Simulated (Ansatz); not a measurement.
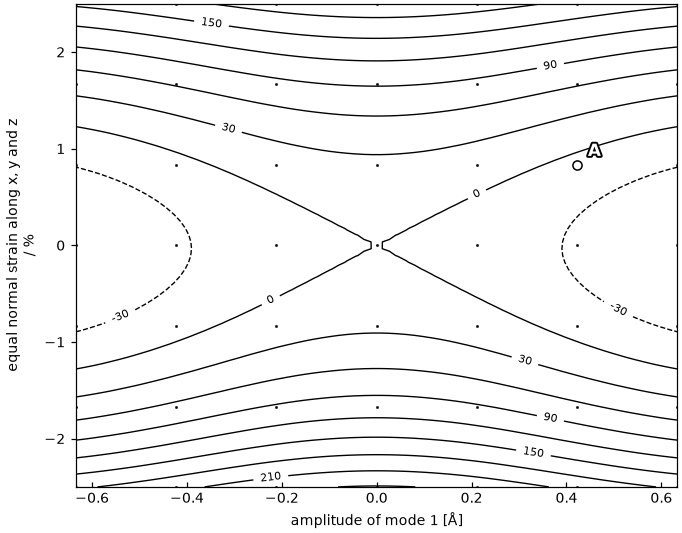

SnO2 (P6_3/mmc, No. 194; 6 atoms in the cell). 
- The energy is mapped over a normal mode and a strain (zone-centre modes of the 6-atom cell of this scan) (x along [1 0 0], y along [1 2 0], z along [0 0 1] of the conventional cell).
- The first coordinate is: amplitude of mode 1 (21i cm⁻¹), largest displacement in the unstrained cell; the second: equal normal strain along x, y and z.
- Nothing is relaxed (the pattern is fixed in fractional coordinates).
- The scan uses a 7 × 7 grid; 28 points were computed and 21 follow by symmetry.
- Points are written as (first, second).
- All energies are given in meV per cell relative to the relaxed high-symmetry cell.
- The calculation used DFT PBE+D3(BJ), scalar-relativistic, plane waves, PAW (Ansatz). Settings: cutoff 520 eV, k-mesh 12×12×4 in the order of the run's cell vectors, gaussian smearing 0.05 eV, no spin polarisation.

Drawn: contour lines labelled in meV, dots at the grid points, the point A. Between grid points the surface is interpolated.

### Is A at rest? If not, where is it pushed?

A, at (0.423 Å, 0.83 %), is not a stationary point. The computed force is 114 meV for each Å towards larger values of the first coordinate and 58 meV for each 1 % towards smaller values of the second coordinate.

PAW datasets: the set soft_1.
